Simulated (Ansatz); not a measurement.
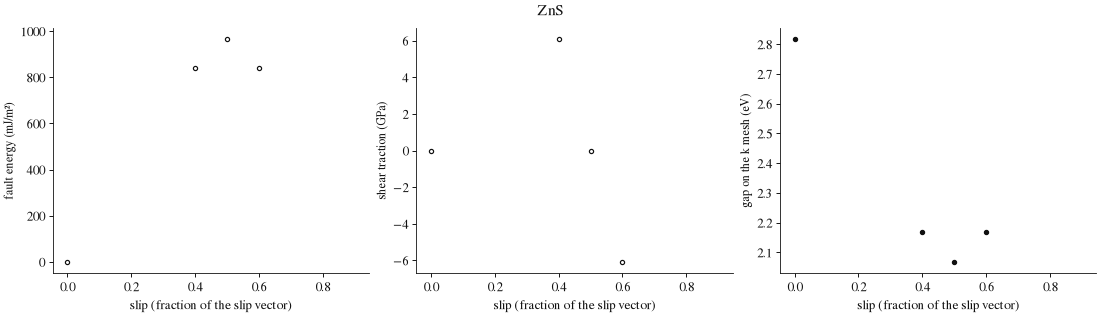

The plot gives the computed fault energy, shear traction and gap on the k mesh against slip for ZnS, space group P6_3mc (No. 186).

Structure:
```
CELL_PARAMETERS angstrom
-3.81100 0.00000 0.00000
-1.90550 -3.30042 0.00000
0.00000 0.00000 12.46800
ATOMIC_POSITIONS crystal
Zn 0.33333 0.33333 0.65375
Zn 0.33333 0.33333 0.15375
Zn 0.66667 0.66667 0.90375
Zn 0.66667 0.66667 0.40375
S 0.33333 0.33333 0.84625
S 0.33333 0.33333 0.34625
S 0.66667 0.66667 0.09625
S 0.66667 0.66667 0.59625
```

How it was computed, with Ansatz 0.2.0: rigid slide of a crystal across a plane by tilting cell vector c, one fault a cell, unrelaxed, by plane-wave density functional theory with PAW datasets, free energies less that of the undisturbed cell; scalar-relativistic. Level: r2SCAN, no spin polarisation.

```json
{"setting": "wave cutoff", "value": "500 eV"}
{"setting": "k mesh", "value": "7×7×2"}
{"setting": "occupations", "value": "Gaussian"}
{"setting": "smearing width", "value": "0.05 eV"}
{"setting": "k shift", "value": "(0, 0, 0) (mesh steps)"}
{"setting": "start", "value": "as given"}
{"setting": "height of the cut", "value": "0 (fraction of cell vector c)"}
{"setting": "slip vector", "value": "(1, 0) (multiples of cell vectors a and b)"}
```

The points at slip 0.6, 0.7, 0.8 and 0.9 follow from computed ones by symmetry.

The points at slip 0.1, 0.2, 0.3, 0.7, 0.8 and 0.9 are left out of the plot. What values does the calculation give there?

```tsv
slip (fraction of the slip vector)	fault energy (mJ/m²)	shear traction (GPa)	gap on the k mesh (eV)
0.1	64.5	3.41	2.727
0.2	258.9	6.69	2.583
0.3	553.0	8.27	2.381
0.7	553.0	-8.27	2.381
0.8	258.9	-6.69	2.583
0.9	64.5	-3.41	2.727
```

Caveats: odd k mesh can miss points on the zone edge; reference crystal is not relaxed.
